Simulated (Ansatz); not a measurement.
The structure in question:

```
Si W
1.0
     3.82489    0.00000    0.00000
    -1.91244    3.31245    0.00000
     0.00000    0.00000   29.28328
Si W
8 1
Direct
  0.66667 0.33333 0.29896
  0.33333 0.66667 0.32617
  0.33333 0.66667 0.40694
  0.66667 0.33333 0.43416
  0.66496 0.33504 0.51505
  0.33154 0.66846 0.54220
  0.32989 0.67011 0.62155
  0.66345 0.33655 0.66267
  0.33022 0.66978 0.70104
```

Q: What does this file describe?

A: It has the composition Si$_{8}$W. Content of the cell: 8 Si, 1 W (Z = 1).

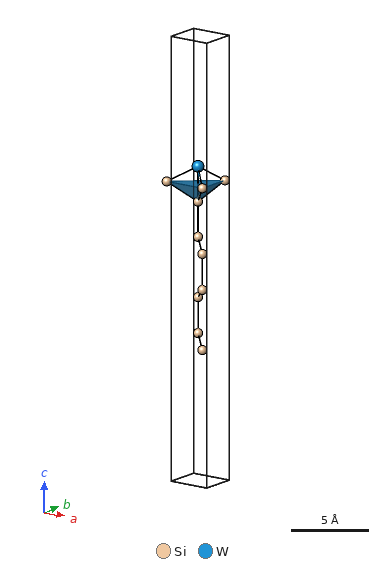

Polyhedral representation of a periodic structure, projected slightly off an axis. The frame is the simulation cell; atoms at its boundary are shown with their periodic copies. Some neighbours outside the box are added. Colours: silicon light orange, tungsten blue.

Provenance: a structure listed in the Materials Project, from which a slab was cut and an adsorbate added. The atoms were relaxed in a fixed cell with DFT PBEsol, scalar-relativistic, plane waves, PAW in Ansatz 0.2.0, but for four held in place.
